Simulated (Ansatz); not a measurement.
The calculation's input:

```
crystal:
  lattice:
    - [-6.479032, 6.479032, 2.567979]
    - [6.479032, -6.479032, 2.567979]
    - [6.479032, 6.479032, -2.567979]
  atoms:
    - { symbol: Si, position: [0.928721, 0.928721, 0.39962] }
    - { symbol: Si, position: [0.470899, 0.071279, 0.0] }
    - { symbol: Si, position: [0.5, 0.65439, 0.15439] }
    - { symbol: Si, position: [0.529101, 0.529101, 0.60038] }
    - { symbol: Si, position: [0.34561, 0.5, 0.84561] }
    - { symbol: Si, position: [0.65439, 0.5, 0.15439] }
    - { symbol: Si, position: [0.5, 0.34561, 0.84561] }
    - { symbol: Si, position: [0.071279, 0.470899, 0.0] }
    - { symbol: O, position: [0.25338, 0.25338, 0.841128] }
    - { symbol: O, position: [0.087972, 0.385696, 0.852641] }
    - { symbol: O, position: [0.252359, 0.252359, 0.46782] }
    - { symbol: O, position: [0.412252, 0.412252, 0.158872] }
    - { symbol: O, position: [0.215461, 0.747641, 0.0] }
    - { symbol: O, position: [0.235331, 0.533055, 0.147359] }
    - { symbol: O, position: [0.533055, 0.235331, 0.147359] }
    - { symbol: O, position: [0.784539, 0.784539, 0.53218] }
    - { symbol: O, position: [0.466945, 0.614304, 0.702276] }
    - { symbol: O, position: [0.912028, 0.764669, 0.297724] }
    - { symbol: O, position: [0.587748, 0.74662, 0.0] }
    - { symbol: O, position: [0.74662, 0.587748, 0.0] }
    - { symbol: O, position: [0.747641, 0.215461, 0.0] }
    - { symbol: O, position: [0.764669, 0.912028, 0.297724] }
    - { symbol: O, position: [0.614304, 0.466945, 0.702276] }
    - { symbol: O, position: [0.385696, 0.087972, 0.852641] }
kpoints:
  mp_grid: { grid: [4, 4, 4] }
scf:
  occupations: { method: fermi_dirac, width: 0.02 }
hamiltonian:
  xc: pbe
  pseudopotentials: { kind: paw }
output:
  forces: true
  stress: true
  populations: true
  efg: { quadrupole_moments_barn: { O: -0.02558 }, contact_densities: true }
  write_density: true
  write_potential: true
  elf: true
  volumetric_format: npy
```

Run with:

```sh
ansatz run input.yaml --threads 1 --pin off --max-ram 2560MiB --backend cpu --events-out ev --progress --plain --runs-dir out
```

Below, planes, directions and counts refer to the conventional cell (a = 12.96 Å, b = 12.96 Å, c = 5.14 Å, α = 90.00°, β = 90.00°, γ = 90.00°).

Space group I-42m; a structure from a database of computed crystals, not necessarily the ambient phase.

Method: DFT, PBE, plane-wave PAW, default files, scalar-relativistic in Ansatz 0.2.0.

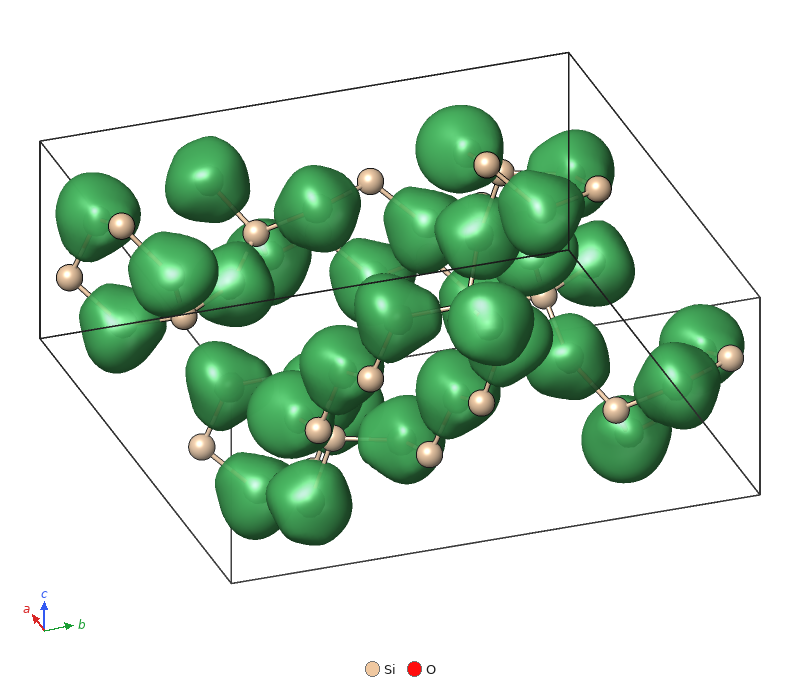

SiO2. Isosurface of the ELF at 0.65 (green), seen at an oblique angle. Core shells and regions of very low density are left out. Sticks mark near contacts.

In a PAW calculation such maps are meaningful between the atoms, not at the nuclei.

> What do the ELF domains correspond to?

At this value the surface marks out 32 regions on O in which the atom's valence shell and bonds are merged, counted in one cell of 48 atoms. Regions shared between cells count once. Profiles from the grid: Si–O (1.61 Å): the ELF peaks at about 0.85 between the atoms, as expected for a polar covalent bond. Si–O (1.65 Å): the ELF peaks at about 0.85 between the atoms, as expected for a shared but strongly polarised pair.
